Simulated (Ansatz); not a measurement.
Given this structure:

```yaml
crystal:
  lattice:
    - [2.50624, 0.00313, 0.00000]
    - [0.00313, 2.50624, 0.00000]
    - [0.00000, 0.00000, 2.50624]
  atoms:
    - { symbol: Be, position: [0.00000, 0.00000, 0.00000] }
    - { symbol: Be, position: [0.50000, 0.50000, 0.50000] }
```

### What does this file describe?

The element is beryllium. Within 0.01 Å the space group is Im-3m (No. 229), body-centred cubic: body-centred cubic (W type). The cell holds two atoms. Each Be atom has eight Be in a cubic arrangement at 2.17 Å around it. The bonds build a three-dimensional framework.

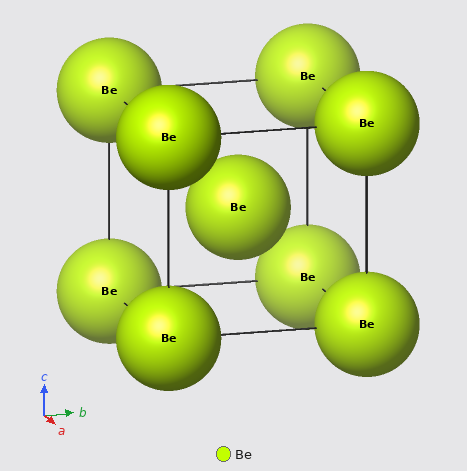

An orthographic spheres-only view of the structure, slightly off an axis. The drawn cell (a repeat of the simulation cell) is drawn as a box. Colours: beryllium green.

The structure was taken from a structure listed in the Materials Project. The cell was then strained or its atoms displaced on purpose. It went into a calculation with Ansatz.
